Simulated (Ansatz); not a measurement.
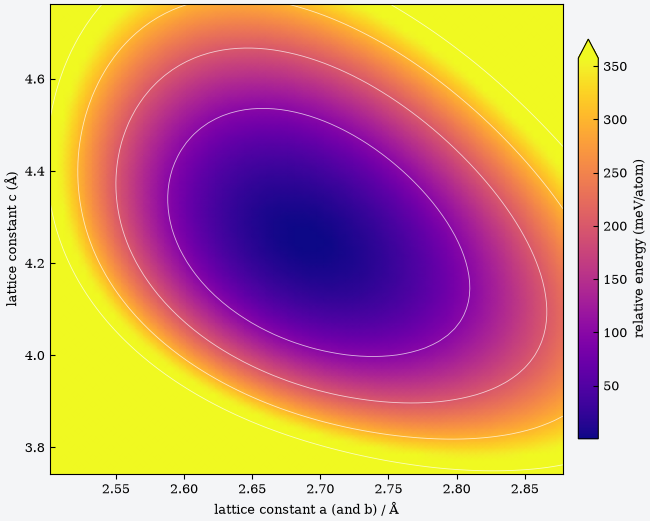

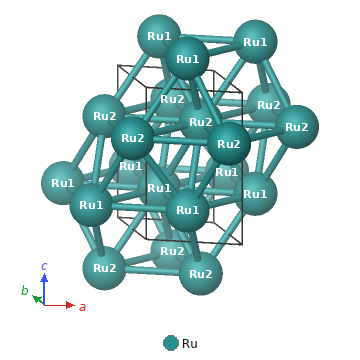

Energy landscape of Ru (P6_3/mmc, No. 194; 2 atoms in the cell). The energy is mapped over the lattice constants a and c of the conventional cell. First axis: lattice constant a (and b). Second axis: lattice constant c. Nothing is relaxed (symmetry fixes all fractional coordinates). Grid: 11 × 11 points. Energies: meV/atom, counted from the lowest grid point. All numbers below come from DFT PBEsol, scalar-relativistic, plane waves, PAW (Ansatz). Settings: cutoff 420 eV, k-mesh 18×18×10 in the order of the run's cell vectors, gaussian smearing 0.15 eV, no spin polarisation.

Drawn: a smooth colour map with a few white contour lines, one colour for all values above the top of the scale. Between grid points the surface is interpolated. The second picture is the structure at the lowest point

### What does the map say about the system?

The lowest grid point is at lattice constant a (and b) = 2.690 Å, lattice constant c = 4.252 Å. It is the only kind of minimum in the scanned range. The highest grid point, lattice constant a (and b) = 2.501 Å, lattice constant c = 3.742 Å, lies 1480 meV/atom above the lowest. Round the minimum the valley is somewhat tilted: raising lattice constant a (and b) shifts the best value of lattice constant c downwards (coupling k₁₂/√(k₁₁k₂₂) about 0.4).

Each point was launched as `ansatz run input.yaml --threads 1 --pin off --max-ram 2048MiB --backend cpu --events-out ev --progress --plain --runs-dir out`. Time for the 121 points that were run: 4 min on 1 thread of AMD EPYC 9R45 96-Core Processor (Zen 5), on a shared host.

PAW datasets: the set soft_1.
